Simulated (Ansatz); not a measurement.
**What a change does: single-point calculation on Si₂C**

System: Si₂C (Cmcm, 6 atoms in the cell).
Method of run 1: DFT PBE, scalar-relativistic, plane waves, PAW, spin-polarised (Ansatz 0.2.0).

The structure was made by a generator, so it may or may not be a known phase. Text and figures count atoms from 1; the logs count them from 0 in places.

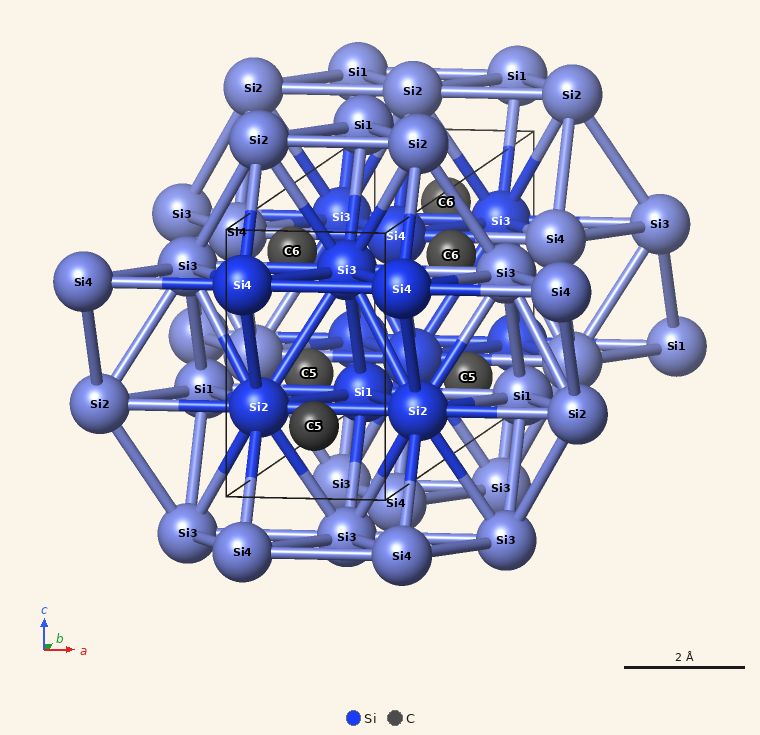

The structure as given in the input (ball-and-stick view of the cell 2 times as large as that of the calculation, set on its symmetry axes, seen slightly off an axis; neighbours outside the cell are drawn fainter; atoms are numbered from 1 in the order of the input). An atom can appear more than once, as a periodic image.

## The input, run 1
```yaml
crystal:
  lattice:
    - [1.35701669, -7.05126558, 0.0]
    - [1.35701669, 7.05126558, 0.0]
    - [0.0, 0.0, 4.51537304]
  atoms:
    - { symbol: Si, position: [0.11111111, 0.88888889, 0.25] }
    - { symbol: Si, position: [0.77777778, 0.22222222, 0.25] }
    - { symbol: Si, position: [0.22222222, 0.77777778, 0.75] }
    - { symbol: Si, position: [0.88888889, 0.11111111, 0.75] }
    - { symbol: C, position: [0.44444444, 0.55555556, 0.25], spin: 1.0 }
    - { symbol: C, position: [0.55555556, 0.44444444, 0.75], spin: 1.0 }
basis:
  ecutwfc: 420
kpoints:
  mp_grid: { grid: [6, 6, 4] }
hamiltonian:
  xc: pbe
scf:
  occupations: { method: gaussian, width: 0.1 }
  lower_state_search: "off"
output:
  forces: true
  stress: true
  eigenvalues: true
  populations: true
magnetization:
  spin_polarized: true
```

Command:
```bash
ansatz run input.yaml --threads 1 --pin off --max-ram 2560MiB --backend cpu --events-out ev --progress --plain --runs-dir out
```

Hardware: 1 thread of Intel Xeon @ 2.50GHz (Skylake/Cascade Lake), 189 GiB of memory available, shared host.

## Output, shortened to warnings, some set-up lines, iterations and results (run 1)
```
WARN: the starting moments were not kept: the SCF closed with an absolute magnetisation of 8.8e-6 μB, where they sum to 2 μB in size (2 sites). That is at most 0.1 of that sum. Measured as dr2_m measures the in/out step, that magnetisation stands 8.8e-12 eV from none, at or under the dr2_threshold of 1.0e-7 eV: it is no larger than a step whose dr2_m would equal this threshold. The system may …
Basis set: ecut = 420 eV, 1689 PW (Γ), FFT grids on a1+a2, a2, a3, exchange–correlation on 40×96×64 points (8 copies of the dense FFT grid, shifted against one another)
Symmetry: 8 space group operations
k-points: 39 of 144
Initial density: superposition of atomic densities (chi_scale 0.1, normalization cell, long waves kept (reshape's long-wave potential 0.36 eV rms))
[...]
SCF iter   1: F=—  HF=-3033.921865 eV  |F-HF|=—  |Δ(HF+E_count)|=         —  Δρ=2.94e-2 (↑2.94e-2 ↓1.51e-2)  dr2=5.80e0  dr2_m=1.84e-1  M=0.904 μB ∫|m|=0.950 μB  β_m=0.30  …
SCF iter   2: F=—  HF=-3033.588585 eV  |F-HF|=—  |Δ(HF+E_count)|=   3.33e-1  Δρ=1.93e-2 (↑1.93e-2 ↓1.36e-2)  dr2=2.07e0  dr2_m=1.26e-1  M=0.724 μB ∫|m|=0.808 μB  β_m=0.30  …
SCF iter   3: F=—  HF=-3033.392925 eV  |F-HF|=—  |Δ(HF+E_count)|=   1.96e-1  Δρ=1.34e-2 (↑9.34e-3 ↓1.34e-2)  dr2=1.68e-1  dr2_m=8.35e-2  M=0.609 μB ∫|m|=0.705 μB  β_m=0.30  …
SCF iter   4: F=—  HF=-3033.395603 eV  |F-HF|=—  |Δ(HF+E_count)|=   2.68e-3  Δρ=9.75e-3 (↑9.75e-3 ↓8.35e-3)  dr2=1.10e-2  dr2_m=6.36e-2  M=0.526 μB ∫|m|=0.594 μB  β_m=0.30  …
SCF iter   5: F=—  HF=-3033.426230 eV  |F-HF|=—  |Δ(HF+E_count)|=   3.06e-2  Δρ=7.66e-3 (↑7.66e-3 ↓7.39e-3)  dr2=3.91e-3  dr2_m=4.41e-2  M=0.463 μB ∫|m|=0.522 μB  β_m=0.30  …
[... 8 lines ...]
SCF iter  14: F=—  HF=-3033.501332 eV  |F-HF|=—  |Δ(HF+E_count)|=   1.30e-5  Δρ=2.20e-5 (↑2.20e-5 ↓1.74e-5)  dr2=2.13e-7  dr2_m=2.93e-7  M=0.003 μB ∫|m|=0.003 μB  β_m=0.98  …
SCF iter  15: F=-3033.501333 eV  HF=-3033.501333 eV  |F-HF|=1.01e-8  |Δ(HF+E_count)|=   9.69e-7  Δρ=7.64e-6 (↑7.64e-6 ↓5.37e-6)  dr2=3.86e-8  dr2_m=2.62e-8  M=0.001 μB …
SCF iter  16: F=-3033.501333 eV  HF=-3033.501333 eV  |F-HF|=2.58e-9  |Δ(HF+E_count)|=   7.98e-8  Δρ=1.58e-6 (↑1.58e-6 ↓1.53e-6)  dr2=5.05e-9  dr2_m=1.36e-9  M=0.000 μB …
SCF iter  17: F=-3033.501333 eV  HF=-3033.501333 eV  |F-HF|=6.37e-12  |Δ(HF+E_count)|=   3.53e-9  Δρ=1.15e-7 (↑1.15e-7 ↓1.08e-7)  dr2=3.06e-11  dr2_m=7.32e-12  M=0.000 μB …
SCF 1 converged in 17 iterations: F = -3033.501333 eV  dr2 = 3.06e-11
SCF converged after 17 iterations
Magnetization: 0.0000 μB (12.0000 up, 12.0000 down)
Absolute magnetization: 0.0000 μB (∫|ρ↑−ρ↓|, with the PAW one-centre terms)
Spin contamination: 0.0000 ħ² per cell (⟨S²⟩ above its minimum at these occupations)
Per-site moments (μB) at R_I (Å): [(1.0240004103540653e-6, 1.11953876925), (4.724803548401105e-8, 1.1195387378790742), (4.724803545295094e-8, 1.1195387378790742), (1.0240004103596075e-6, 1.11953876925), (2.0884678056610313e-6, 1.1195387378790742), (2.0884678056960917e-6, 1.1195387378790742)]
Free energy (F): -3033.501333 eV
Harris-Foulkes:  -3033.501333 eV  (|F-HF|=6.37e-12)
Internal energy: -3033.481587 eV  (E = F + TS)
E sigma→0 (E₀):  -3033.491460 eV
Entropy (-TS):   -0.019746 eV (-3.291 meV/atom)
Fermi energy:    8.020181 eV
--- Per-component energies (eV) ---
  E_band       = 63.611091
  E_kinetic    = 301.036595
  E_local      = -156.257454  (includes V_loc(G=0)·N_el)
  E_nonlocal   = 156.764466
  E_hartree    = 35.748659
  E_xc         = -308.412570
  E_vxc        = -294.655229  (∫ρ·V_xc dr)
  E_paw        = -2241.904084  (= ΣΔE_a)
  E_vpaw       = -14.774623  (= ΣTr[D̂ρ^β])
  E_aug_tail   = 0.000033  (compensation charges beyond the density's cutoff)
  E_ewald      = -820.457232
  E_smearing   = -0.019746  (= −TS)
  E_closure    = 0.000000  (closes the sum)
  Σ components = -3033.501333   (vs F -3033.501333, Δ=0.00e0)
--- Forces (eV/Å), atoms counted from 1 ---
  atom   1  Si     0.00000000     1.34675735     0.00000000
  atom   2  Si     0.00000000    -0.73197684     0.00000000
  atom   3  Si     0.00000000     0.73197684     0.00000000
  atom   4  Si     0.00000000    -1.34675735     0.00000000
  atom   5  C      0.00000000     0.23239562     0.00000000
  atom   6  C      0.00000000    -0.23239562     0.00000000
  max |Σ_I F_I| component: 2.50e-16 eV/Å
--- Stress (GPa, compression-positive) ---
      -16.166389       0.000000       0.000000
        0.000000     -18.288733       0.000000
        0.000000       0.000000     -10.365317
  P = ⅓ Tr σ = -14.9401 GPa (-149.401 kbar)
--- Löwdin populations: 6 sites ---
  site symbol       q [e]    m [muB]
     0     Si      3.6384     0.0000
     1     Si      3.8010     0.0000
     2     Si      3.8010     0.0000
     3     Si      3.6384     0.0000
     4      C      4.3740     0.0000
     5      C      4.3740     0.0000
  spilling = 0.015546 (of n_electrons = 24.000000)
```

For run 2 the input was changed thus:
```diff
-    - { symbol: C, position: [0.44444444, 0.55555556, 0.25], spin: 1.0 }
-    - { symbol: C, position: [0.55555556, 0.44444444, 0.75], spin: 1.0 }
+    - { symbol: C, position: [0.44444444, 0.55555556, 0.25] }
+    - { symbol: C, position: [0.55555556, 0.44444444, 0.75] }
-  populations: true
-magnetization:
-  spin_polarized: true
```

Predict how the results change.

The energy is the same within 0.01 meV per atom. The SCF takes 6 iterations against 17. On the same kind of shared host run 2 took about 0.19 times as long. The two runs start from different initial densities, which also moves the count.

## Output, shortened to warnings, some set-up lines, iterations and results (run 2)
```
Basis set: ecut = 420 eV, 1689 PW (Γ), FFT grids on a1+a2, a2, a3, exchange–correlation on 40×96×64 points (8 copies of the dense FFT grid, shifted against one another)
Symmetry: 8 space group operations
k-points: 39 of 144
Initial density: superposition of atomic densities (neutral atoms: chi_scale 0, normalization atom), corrected by the library's trained network
[...]
SCF iter   1: F=—  HF=-3033.499900 eV  |F-HF|=—  |Δ(HF+E_count)|=         —  Δρ=2.40e-3  dr2=5.09e-3  ethr=1.77e-3  ⟨swp⟩=5.8  Hψ=3914  notcnv=0
SCF iter   2: F=—  HF=-3033.500906 eV  |F-HF|=—  |Δ(HF+E_count)|=   1.01e-3  Δρ=1.43e-3  dr2=1.12e-3  ethr=2.12e-5  ⟨swp⟩=1.9  Hψ=1246  notcnv=0
SCF iter   3: F=—  HF=-3033.501333 eV  |F-HF|=—  |Δ(HF+E_count)|=   4.27e-4  Δρ=2.92e-4  dr2=1.19e-4  ethr=4.68e-6  ⟨swp⟩=1.9  Hψ=1003  notcnv=0
SCF iter   4: F=—  HF=-3033.501337 eV  |F-HF|=—  |Δ(HF+E_count)|=   4.60e-6  Δρ=6.26e-5  dr2=1.60e-5  ethr=4.97e-7  ⟨swp⟩=1.0  Hψ=657  notcnv=0
SCF iter   5: F=—  HF=-3033.501333 eV  |F-HF|=—  |Δ(HF+E_count)|=   4.37e-6  Δρ=1.15e-5  dr2=6.51e-7  ethr=6.66e-8  ⟨swp⟩=1.1  Hψ=677  notcnv=0
SCF iter   6: F=-3033.501333 eV  HF=-3033.501333 eV  |F-HF|=6.47e-9  |Δ(HF+E_count)|=   5.77e-8  Δρ=2.04e-6  dr2=1.05e-8  ethr=4.17e-10  ⟨swp⟩=6.2  Hψ=3067  notcnv=0
SCF 1 converged in 6 iterations: F = -3033.501333 eV  dr2 = 1.05e-8
SCF converged after 6 iterations
Free energy (F): -3033.501333 eV
Harris-Foulkes:  -3033.501333 eV  (|F-HF|=6.47e-9)
Internal energy: -3033.481587 eV  (E = F + TS)
E sigma→0 (E₀):  -3033.491460 eV
Entropy (-TS):   -0.019746 eV (-3.291 meV/atom)
Fermi energy:    8.020183 eV
--- Per-component energies (eV) ---
  E_band       = 63.611210
  E_kinetic    = 301.036721
  E_local      = -156.257802  (includes V_loc(G=0)·N_el)
  E_nonlocal   = 156.764412
  E_hartree    = 35.748948
  E_xc         = -308.412573
  E_vxc        = -294.655236  (∫ρ·V_xc dr)
  E_paw        = -2241.904093  (= ΣΔE_a)
  E_vpaw       = -14.774642  (= ΣTr[D̂ρ^β])
  E_aug_tail   = 0.000033  (compensation charges beyond the density's cutoff)
  E_ewald      = -820.457232
  E_smearing   = -0.019746  (= −TS)
  E_closure    = -0.000000  (closes the sum)
  Σ components = -3033.501333   (vs F -3033.501333, Δ=0.00e0)
--- Forces (eV/Å), atoms counted from 1 ---
  atom   1  Si     0.00000000     1.34678341     0.00000000
  atom   2  Si     0.00000000    -0.73198218     0.00000000
  atom   3  Si     0.00000000     0.73198218     0.00000000
  atom   4  Si     0.00000000    -1.34678341     0.00000000
  atom   5  C      0.00000000     0.23240406     0.00000000
  atom   6  C      0.00000000    -0.23240406     0.00000000
  max |Σ_I F_I| component: 0.00e0 eV/Å
--- Stress (GPa, compression-positive) ---
      -16.166262       0.000000       0.000000
        0.000000     -18.288781       0.000000
        0.000000       0.000000     -10.365180
  P = ⅓ Tr σ = -14.9401 GPa (-149.401 kbar)
```

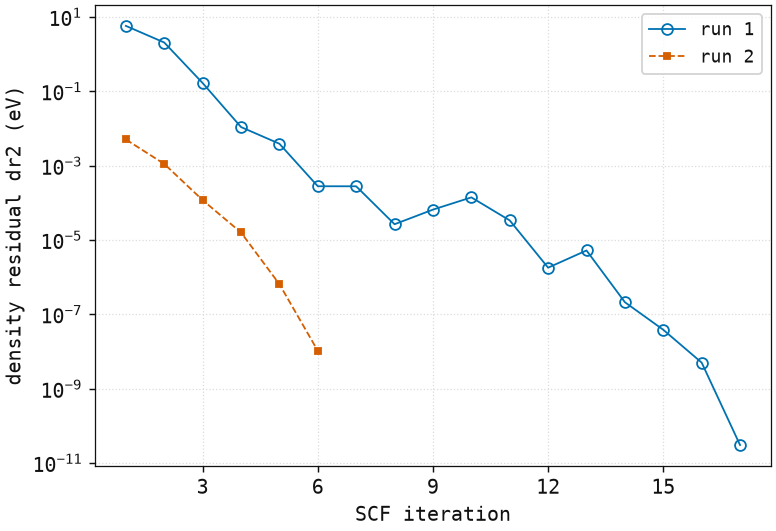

Convergence of the two runs: density residual dr2 against the SCF iteration. Run 1 takes 17 iterations in all, and run 2 takes 6.

## The two runs side by side

| quantity | run 1 | run 2 |
| --- | --- | --- |
| outcome | converged | converged |
| free energy per atom (eV) | −505.5836 | −505.5836 |
| energy per atom, smearing taken to zero (eV) | −505.5819 | −505.5819 |
| gap on the mesh (eV) | 0.00 | 0.00 |
| net moment of the cell (μB) | 0.00 | – |
| absolute moment of the cell (μB) | 0.00 | – |
| pressure (GPa) | −14.94 | −14.94 |
| largest force (eV/Å) | 1.347 | 1.347 |
| SCF iterations | 17 | 6 |
| irreducible k-points | 39 | 39 |
| plane waves at Γ | 1689 | 1689 |
| wall time (shared host) | 34 s | 6.3 s |

For both runs: The cell is under a tension of 14.9 GPa at this level, so it is not at its equilibrium volume. For run 1: Warnings: some starting moments were not kept.
